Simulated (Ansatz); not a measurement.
**SnO: density, localisation and related maps**

```
CELL_PARAMETERS angstrom
5.00000 0.00000 0.00000
0.00000 -5.72000 0.00000
0.00000 0.00000 -11.12000
ATOMIC_POSITIONS crystal
Sn 0.00000 0.00000 0.00000
Sn 0.50000 0.50000 0.00000
Sn 0.00000 0.00000 0.50000
Sn 0.50000 0.50000 0.50000
Sn 0.00000 0.55900 0.74600
Sn 0.50000 0.05900 0.74600
Sn 0.00000 0.44100 0.24600
Sn 0.50000 0.94100 0.24600
O 0.18000 0.75000 0.62000
O 0.68000 0.25000 0.62000
O 0.32000 0.75000 0.12000
O 0.82000 0.25000 0.12000
O 0.32000 0.25000 0.62000
O 0.82000 0.75000 0.62000
O 0.18000 0.25000 0.12000
O 0.68000 0.75000 0.12000
```

Space group Cmc2₁.

The calculation used DFT r2SCAN, plane waves, PAW (Ansatz).

Core electrons are frozen (PAW), and the valence fields are smoothed inside the atomic spheres.

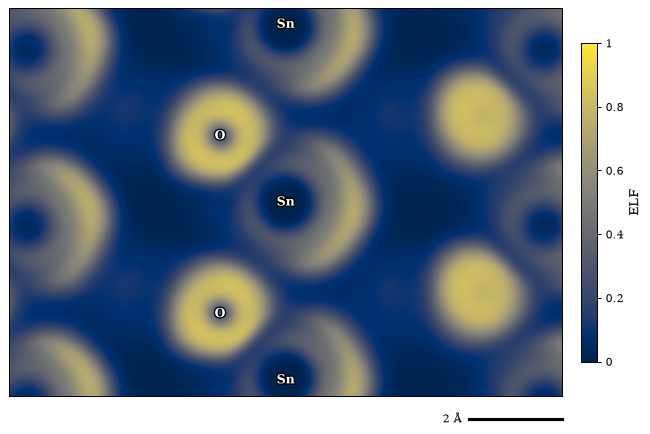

Figure 1. ELF on the (11̄0) plane of the conventional cell.

### Read the bonding off the picture.

- Atoms in the plane: Sn and O.
- Atoms just off the plane (Sn, 0.4 Å away and O, 0.5 Å away) can leave unmarked features too.
- Sn–O (1.99 Å): the ELF peaks at about 0.85 in the valence shell of O, 0.6 Å from its nucleus, and is about 0.20 at the midpoint; no localised pair shows between them.

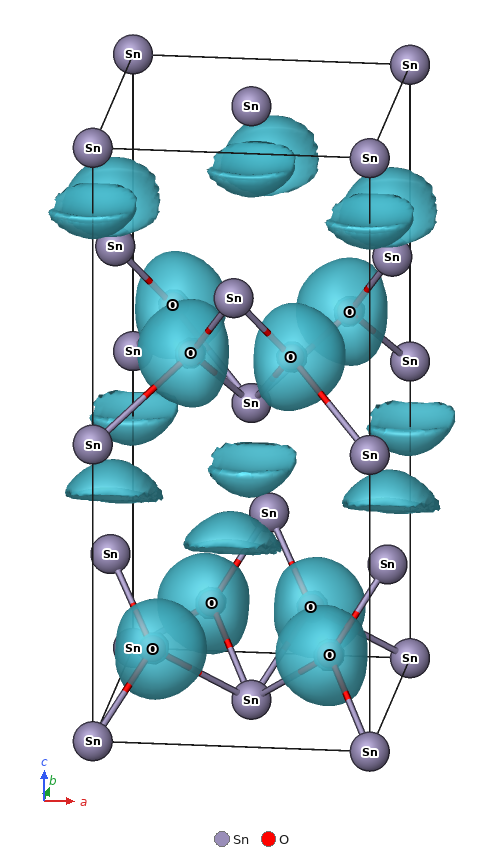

Figure 2. Isosurface of the ELF at 0.6 (cyan), seen at an oblique angle. Only the valence region is drawn (cores and ρ < 0.01 e/Å³ removed). Sticks mark near contacts.

### Where are the electrons localised?

At this value the surface marks out eight lobes on Sn, pointing away from the bonds (lone pairs) and eight regions wrapped around O (the valence shell of each), counted in one cell of 16 atoms. Any copies at cell faces, edges or corners count once. Along the contacts the grid gives the following. Sn–O (2.15 Å): the ELF peaks at about 0.85 in the valence shell of O, 0.6 Å from its nucleus, and is about 0.20 at the midpoint: no localised pair shows between them.

### Does the calculation give a band gap?

It is metallic or semimetallic at this level of theory: no gap opens.
